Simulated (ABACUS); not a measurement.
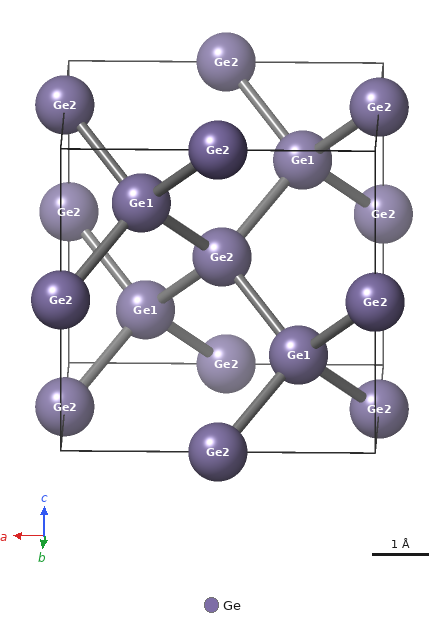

The input geometry (ball-and-stick view of the cell 4 times as large as that of the calculation, set on its symmetry axes, seen at an oblique angle; atoms are numbered from 1 in the order of the input). Near neighbours in the crystal (not all of them lie inside the picture): Ge has 4 Ge at 2.45 Å.

## Run report: Ge, band-structure run

System: Ge (Fd-3m, 2 atoms in the cell).
Method: Kohn-Sham DFT of a periodic cell, PBE, PseudoDojo NC SR 0.5 PBE standard, no spin polarisation (ABACUS 3.10.1).

The structure derives from an entry of the Crystallography Open Database. It belongs to a series of runs on one base structure; here: bands on the converged density.

**Input file**
```
INPUT_PARAMETERS
suffix              Ge
calculation         nscf
basis_type          lcao
pseudo_dir          ./
orbital_dir         ./
symmetry            -1
dft_functional      pbe
ecutwfc             100.0
pseudo_rcut         7
nspin               1
nbands              24
ks_solver           genelpa
smearing_method     fd
smearing_sigma      0.00367493
scf_thr             1e-07
scf_nmax            100
mixing_type         broyden
mixing_beta         0.7
init_chg            file
out_band            1
```

**File STRU**
```
ATOMIC_SPECIES
Ge 72.6300 Ge.upf

NUMERICAL_ORBITAL
Ge_confined-atom_7au_3s3p3d1f.orb

LATTICE_CONSTANT
1.8897261246

LATTICE_VECTORS
0.0000000000 2.8289100000 2.8289100000
2.8289100000 0.0000000000 2.8289100000
2.8289100000 2.8289100000 0.0000000000

ATOMIC_POSITIONS
Direct

Ge
0.0
2
0.7500000000 0.7500000000 0.7500000000 1 1 1
0.5000000000 0.5000000000 0.5000000000 1 1 1
```

**File KPT**
```
K_POINTS
12
Line
0.00000000 0.00000000 0.00000000 10 // G
0.50000000 0.00000000 0.50000000 10 // X
0.50000000 0.25000000 0.75000000 10 // W
0.37500000 0.37500000 0.75000000 10 // K
0.00000000 0.00000000 0.00000000 10 // G
0.50000000 0.50000000 0.50000000 10 // L
0.62500000 0.25000000 0.62500000 10 // U
0.50000000 0.25000000 0.75000000 10 // W
0.50000000 0.50000000 0.50000000 10 // L
0.37500000 0.37500000 0.75000000 1 // K
0.62500000 0.25000000 0.62500000 10 // U
0.50000000 0.00000000 0.50000000 1 // X
```

Hardware: 4 threads of AMD EPYC (Zen 5), 64 GiB of memory available, shared host.

Launched with:
```bash
OMP_NUM_THREADS=1 mpirun -np 4 abacus > log
```

**Log**
```
ABACUS v3.10.1

               Atomic-orbital Based Ab-initio Computation at UStc

 ------------------------------------------------------------------------------------

 READING GENERAL INFORMATION
                           global_out_dir = OUT.Ge/
                           global_in_card = INPUT
                               pseudo_dir = ./
                              orbital_dir = ./
                                    DSIZE = 4
                                    GSIZE = 1

 READING UNITCELL INFORMATION
                                    ntype = 1
                  lattice constant (Bohr) = 1.88973
              lattice constant (Angstrom) = 1

 READING ATOM TYPE 1
                               atom label = Ge
                      L=0, number of zeta = 3
                      L=1, number of zeta = 3
                      L=2, number of zeta = 3
                      L=3, number of zeta = 1
             number of atom for this type = 2

                        TOTAL ATOM NUMBER = 2
DIRECT COORDINATES
    atom                   x                   y                   z     mag                  vx                  vy                  vz
taud_Ge1            0.7500000000        0.7500000000        0.7500000000  0.0000        0.0000000000        0.0000000000        0.0000000000
taud_Ge2            0.5000000000        0.5000000000        0.5000000000  0.0000        0.0000000000        0.0000000000        0.0000000000

                          Volume (Bohr^3) = 305.551
                             Volume (A^3) = 45.278

 Lattice vectors: (Cartesian coordinate: in unit of a_0)
                   +0            +2.82891            +2.82891
             +2.82891                  +0            +2.82891
             +2.82891            +2.82891                  +0
 Reciprocal vectors: (Cartesian coordinate: in unit of 2 pi/a_0)
            -0.176747           +0.176747           +0.176747
            +0.176747           -0.176747           +0.176747
            +0.176747           +0.176747           -0.176747
 The esolver type has been set to : ksdft_lcao

                PAO radial cut off (Bohr) = 7

 Read in pseudopotential file is Ge.upf
                     pseudopotential type = NC
          exchange-correlation functional = PBE
                 nonlocal core correction = 1
                        valence electrons = 14
                                     lmax = 2
                           number of zeta = 3
                     number of projectors = 6
                           L of projector = 0
                           L of projector = 0
                           L of projector = 1
                           L of projector = 1
                           L of projector = 2
                           L of projector = 2
     initial pseudo atomic orbital number = 18

 SETUP THE ELECTRONS NUMBER
            electron number of element Ge = 14
      total electron number of element Ge = 28
            AUTOSET number of electrons:  = 28
                           occupied bands = 14
                                   NLOCAL = 68
                                   NBANDS = 24
                                   NBANDS = 24
                                   NLOCAL = 68

%%%%%%%%%%%%%%%%%%%%%%%%%%%%%%%%%%%%%%%%%%%%%%%%%%%%%%%%%%%%%%%%%%%%%%%%%%%%%%%%%%%%%%%%%%%%%%%%%%%%%%%%%%
 Warning: the number of valence electrons in pseudopotential > 4 for Ge: [Ar] 3d10 4s2 4p2
 Pseudopotentials with additional electrons can yield (more) accurate outcomes, but may be less efficient.
 If you're confident that your chosen pseudopotential is appropriate, you can safely ignore this warning.
%%%%%%%%%%%%%%%%%%%%%%%%%%%%%%%%%%%%%%%%%%%%%%%%%%%%%%%%%%%%%%%%%%%%%%%%%%%%%%%%%%%%%%%%%%%%%%%%%%%%%%%%%%

 SETUP THE PLANE WAVE BASIS
 energy cutoff for charge/potential (unit:Ry) = 400
            fft grid for charge/potential = [ 50, 50, 50 ]
                        fft grid division = [ 5, 5, 5 ]
        big fft grid for charge/potential = [ 10, 10, 10 ]
                                     nbxx = 300
                                     nrxx = 37500

 SETUP PLANE WAVES FOR CHARGE/POTENTIAL
                    number of plane waves = 41151
                         number of sticks = 1573

 PARALLEL PW FOR CHARGE/POTENTIAL
     PROC   COLUMNS(POT)             PW
        1            394          10289
        2            393          10287
        3            393          10288
        4            393          10287
 --------------- sum -------------------
        4           1573          41151
                            number of |g| = 388
                                  max |g| = 36.1127
                                  min |g| = 0

----------- Double Check Mixing Parameters Begin ------------
mixing_type: broyden
mixing_beta: 0.7
mixing_gg0: 1
mixing_gg0_min: 0.1
mixing_ndim: 8
----------- Double Check Mixing Parameters End ------------

 SETUP K-POINTS
                                    nspin = 1
                                   nkstot = 102
K-POINTS DIRECT COORDINATES
 KPOINTS    DIRECT_X    DIRECT_Y    DIRECT_Z  WEIGHT
       1  0.00000000  0.00000000  0.00000000  1.0000
       2  0.05000000  0.00000000  0.05000000  1.0000
       3  0.10000000  0.00000000  0.10000000  1.0000
       4  0.15000000  0.00000000  0.15000000  1.0000
       5  0.20000000  0.00000000  0.20000000  1.0000
       6  0.25000000  0.00000000  0.25000000  1.0000
       7  0.30000000  0.00000000  0.30000000  1.0000
       8  0.35000000  0.00000000  0.35000000  1.0000
       9  0.40000000  0.00000000  0.40000000  1.0000
      10  0.45000000  0.00000000  0.45000000  1.0000
      11  0.50000000  0.00000000  0.50000000  1.0000
      12  0.50000000  0.02500000  0.52500000  1.0000
      13  0.50000000  0.05000000  0.55000000  1.0000
      14  0.50000000  0.07500000  0.57500000  1.0000
      15  0.50000000  0.10000000  0.60000000  1.0000
      16  0.50000000  0.12500000  0.62500000  1.0000
      17  0.50000000  0.15000000  0.65000000  1.0000
      18  0.50000000  0.17500000  0.67500000  1.0000
      19  0.50000000  0.20000000  0.70000000  1.0000
      20  0.50000000  0.22500000  0.72500000  1.0000
      21  0.50000000  0.25000000  0.75000000  1.0000
      22  0.48750000  0.26250000  0.75000000  1.0000
      23  0.47500000  0.27500000  0.75000000  1.0000
      24  0.46250000  0.28750000  0.75000000  1.0000
      25  0.45000000  0.30000000  0.75000000  1.0000
      26  0.43750000  0.31250000  0.75000000  1.0000
      27  0.42500000  0.32500000  0.75000000  1.0000
      28  0.41250000  0.33750000  0.75000000  1.0000
      29  0.40000000  0.35000000  0.75000000  1.0000
      30  0.38750000  0.36250000  0.75000000  1.0000
[... 72 further k points ...]

           k-point number in this process = 102
       minimum distributed K point number = 102

[... K-POINTS CARTESIAN COORDINATES: 102 rows ...]

[... K-POINTS DIRECT COORDINATES: 102 rows ...]

 SETUP PLANE WAVES FOR WAVE FUNCTIONS
     energy cutoff for wavefunc (unit:Ry) = 100
              fft grid for wave functions = [ 50, 50, 50 ]
                    number of plane waves = 6231
                         number of sticks = 439

 PARALLEL PW FOR WAVE FUNCTIONS
     PROC   COLUMNS(POT)             PW
        1            110           1558
        2            110           1558
        3            109           1557
        4            110           1558
 --------------- sum -------------------
        4            439           6231

 SET NONLOCAL PSEUDOPOTENTIAL PROJECTORS
 max number of nonlocal projetors among all species is 6

 -------------------------------------------
 NONSELF-CONSISTENT
 -------------------------------------------

 SETUP SEARCHING RADIUS FOR PROGRAM TO SEARCH ADJACENT ATOMS
                  longest orb rcut (Bohr) = 7
   longest nonlocal projector rcut (Bohr) = 1.94
                     search radius (Bohr) = 17.9
              searching radius is (Bohr)) = 17.9
         searching radius unit is (Bohr)) = 1.89
                         PeriodicBoundary = 1
                        Radius(unit:lat0) = 9.46
                                   glayer = [ 4, 4, 4 ]
                             glayer_minus = [ 3, 3, 3 ]

Find the coordinate range of the input atom(unit:lat0).
                                  min_tau = [ -14.1, -14.1, -14.1 ]
                                  max_tau = [ 21.2, 21.2, 21.2 ]
                                BoxNumber = [ 7, 7, 7 ]

 SETUP EXTENDED REAL SPACE GRID FOR GRID INTEGRATION
                          real space grid = [ 50, 50, 50 ]
                 big cell numbers in grid = [ 10, 10, 10 ]
             meshcell numbers in big cell = [ 5, 5, 5 ]
                        extended fft grid = [ 12, 12, 12 ]
                dimension of extened grid = [ 35, 35, 35 ]
                            UnitCellTotal = 125
              Atom number in sub-FFT-grid = 2
    Local orbitals number in sub-FFT-grid = 68
                                ParaV.nnr = 84966
                                 init_chg = file
 try to read charge from file
 Read in the charge density: OUT.Ge//Ge-CHARGE-DENSITY.restart

 LCAO ALGORITHM --------------- ION=   1  ELEC=   1--------------------------------
[... levels at 102 k points of this process ...]

 Density error is 0.00000000000
----------------------------------------------------------
     Energy           Rydberg                 eV
----------------------------------------------------------
 E_KohnSham     -357.2821884386      -4861.0735566750
 E_KS(sigma->0) -357.2819795666      -4861.0707148255
 E_Harris       -357.2821884386      -4861.0735566750
 E_band         -20.0261756697       -272.4700982575
 E_one_elec     -183.1661890422      -2492.1038519194
 E_Hartree      110.7010267309       1506.1647379900
 E_xc           -87.3158501802       -1187.9930881648
 E_Ewald        -197.5007582031      -2687.1356708818
 E_entropy(-TS) -0.0004177440        -0.0056836990
 E_descf        0.0000000000         0.0000000000
 E_exx          0.0000000000         0.0000000000
 E_Fermi        0.7098610866         9.6581555662
----------------------------------------------------------

 charge density convergence is achieved
 final etot is -4861.0735567 eV
 EFERMI = 9.6581555662 eV

 STATE ENERGY(eV) AND OCCUPATIONS    NSPIN == 1
 1/102 kpoint (Cartesian) = 0.0000 0.0000 0.0000 (1274 pws)
       1       -15.3212      0.0196078
       2       -15.3212      0.0196078
       3       -15.3212      0.0196078
       4       -15.2847      0.0196078
       5       -15.2847      0.0196078
       6       -15.0757      0.0196078
       7       -15.0757      0.0196078
       8       -15.0757      0.0196078
       9       -15.0618      0.0196078
      10       -15.0618      0.0196078
      11       -3.16970      0.0196078
      12        9.56794      0.0168368
      13        9.56794      0.0168368
      14        9.56794      0.0168368
      15        9.69636     0.00623087
      16        12.1320    6.37930e-24
      17        12.1320    6.37930e-24
      18        12.1320    6.37930e-24
      19        16.9173    1.73804e-65
      20        19.0119    1.11413e-83
      21        19.0119    1.11413e-83
      22        20.6095        0.00000
      23        20.6095        0.00000
      24        20.6095        0.00000

 2/102 kpoint (Cartesian) = 0.0000 0.017675 0.0000 (1276 pws)
       1       -15.3233      0.0196078
       2       -15.3222      0.0196078
       3       -15.3222      0.0196078
       4       -15.2833      0.0196078
       5       -15.2801      0.0196078
       6       -15.0846      0.0196078
       7       -15.0743      0.0196078
       8       -15.0743      0.0196078
       9       -15.0631      0.0196078
      10       -15.0561      0.0196078
      11       -3.14521      0.0196078
      12        8.64081      0.0196078
      13        9.37599      0.0195386
      14        9.37599      0.0195386
      15        10.6031    1.21652e-10
      16        12.0034    8.35938e-23
      17        12.3770    4.74916e-26
      18        12.3770    4.74916e-26
      19        16.8853    3.29841e-65
      20        18.4019    2.21483e-78
      21        19.0554    4.66320e-84
      22        20.6991        0.00000
      23        20.6991        0.00000
      24        21.1781        0.00000

 3/102 kpoint (Cartesian) = 0.0000 0.035349 0.0000 (1277 pws)
       1       -15.3270      0.0196078
       2       -15.3250      0.0196078
       3       -15.3250      0.0196078
       4       -15.2790      0.0196078
       5       -15.2686      0.0196078
       6       -15.1005      0.0196078
       7       -15.0701      0.0196078
       8       -15.0701      0.0196078
       9       -15.0670      0.0196078
      10       -15.0495      0.0196078
      11       -3.03899      0.0196078
      12        7.66191      0.0196078
      13        8.94296      0.0196078
      14        8.94296      0.0196078
      15        11.5000    1.96932e-18
      16        11.6830    5.06587e-20
      17        12.9679    3.49971e-31
      18        12.9679    3.49971e-31
      19        17.2459    2.43284e-68
      20        17.4331    5.75446e-70
      21        19.1860    3.42369e-85
      22        20.9689        0.00000
      23        20.9689        0.00000
      24        22.0414        0.00000

 4/102 kpoint (Cartesian) = 0.0000 0.053024 0.0000 (1279 pws)
       1       -15.3296      0.0196078
       2       -15.3291      0.0196078
       3       -15.3291      0.0196078
       4       -15.2720      0.0196078
       5       -15.2533      0.0196078
       6       -15.1193      0.0196078
       7       -15.0733      0.0196078
       8       -15.0637      0.0196078
       9       -15.0637      0.0196078
      10       -15.0460      0.0196078
      11       -2.84311      0.0196078
      12        6.70243      0.0196078
      13        8.44592      0.0196078
      14        8.44592      0.0196078
      15        11.2932    1.23165e-16
      16        12.2200    1.09841e-24
      17        13.7242    9.44783e-38
      18        13.7242    9.44783e-38
      19        16.6453    4.00925e-63
      20        17.9858    9.11063e-75
      21        19.4035    4.42294e-87
      22        21.4219        0.00000
      23        21.4219        0.00000
      24        22.7894        0.00000

 5/102 kpoint (Cartesian) = 0.0000 0.070699 0.0000 (1282 pws)
       1       -15.3341      0.0196078
       2       -15.3341      0.0196078
       3       -15.3298      0.0196078
       4       -15.2624      0.0196078
       5       -15.2355      0.0196078
       6       -15.1400      0.0196078
       7       -15.0821      0.0196078
       8       -15.0558      0.0196078
       9       -15.0558      0.0196078
      10       -15.0460      0.0196078
      11       -2.56359      0.0196078
      12        5.76308      0.0196078
      13        7.96494      0.0196078
      14        7.96494      0.0196078
      15        10.9164    2.31043e-13
      16        12.5494    1.51267e-27
      17        14.5612    5.07268e-45
      18        14.5612    5.07268e-45
      19        16.3500    1.47093e-60
      20        18.9310    5.61464e-83
      21        19.7077        0.00000
      22        22.0622        0.00000
      23        22.0622        0.00000
      24        23.4513        0.00000

 6/102 kpoint (Cartesian) = 0.0000 0.088373 0.0000 (1279 pws)
       1       -15.3393      0.0196078
       2       -15.3393      0.0196078
       3       -15.3272      0.0196078
       4       -15.2506      0.0196078
       5       -15.2161      0.0196078
       6       -15.1620      0.0196078
       7       -15.0930      0.0196078
       8       -15.0496      0.0196078
       9       -15.0474      0.0196078
      10       -15.0474      0.0196078
      11       -2.20429      0.0196078
      12        4.84325      0.0196078
      13        7.53332      0.0196078
      14        7.53332      0.0196078
      15        10.5949    1.43336e-10
      16        12.3728    5.16774e-26
      17        15.4408    1.16143e-52
      18        15.4408    1.16143e-52
      19        16.6921    1.57107e-63
      20        19.9779        0.00000
      21        20.0987        0.00000
      22        22.8934        0.00000
      23        22.8934        0.00000
      24        24.1663        0.00000

[... levels at 96 further k points ...]

 --------------------------------------------
 !FINAL_ETOT_IS -4861.073556674979 eV
 --------------------------------------------

 Output bands in file: OUT.Ge/BANDS_1.dat
```

**Standard output**
```
ABACUS v3.10.1

               Atomic-orbital Based Ab-initio Computation at UStc

%%%%%%%%%%%%%%%%%%%%%%%%%%%%%%%%%%%%%%%%%%%%%%%%%%%%%%%%%%%%%%%%%%%%%%%%%%%%%%%%%%%%%%%%%%%%%%%%%%%%%%%%%
 Warning: the number of valence electrons in pseudopotential > 4 for Ge: [Ar] 3d10 4s2 4p2
 Pseudopotentials with additional electrons can yield (more) accurate outcomes, but may be less efficient.
 If you're confident that your chosen pseudopotential is appropriate, you can safely ignore this warning.
%%%%%%%%%%%%%%%%%%%%%%%%%%%%%%%%%%%%%%%%%%%%%%%%%%%%%%%%%%%%%%%%%%%%%%%%%%%%%%%%%%%%%%%%%%%%%%%%%%%%%%%%%

 UNIFORM GRID DIM        : 50 * 50 * 50
 UNIFORM GRID DIM(BIG)   : 10 * 10 * 10
 ---------------------------------------------------------
 ---------------------------------------------------------
 SPIN    KPOINTS         PROCESSORS  THREADS     NBASE
 1       102             4           4           68
 ---------------------------------------------------------
 Use Systematically Improvable Atomic bases
 ---------------------------------------------------------
 ELEMENT ORBITALS        NBASE       NATOM       XC
 Ge      3s3p3d1f-7au    34          2
 ---------------------------------------------------------
 Initial plane wave basis and FFT box
 ---------------------------------------------------------
 -------------------------------------------
 NONSELF-CONSISTENT :
 -------------------------------------------
 START CHARGE      : file
 ITER       ETOT/eV          EDIFF/eV         DRHO     TIME/s
 GE1     -4.86107356e+03   0.00000000e+00   0.0000e+00   0.44
```

**Key numbers**

```csv
quantity,value
outcome,converged
space group (tolerance 0.01 Å),Fd-3m (227)
electrons treated,28
Fermi energy of the self-consistent step,9.639 eV
gap on the band path,0.13 eV
wall time,0.74 s (CPU time 2.7 s)
peak memory,0.4 GiB
```

**Remarks**

Points of doubt noted for this run: home made orbitals.
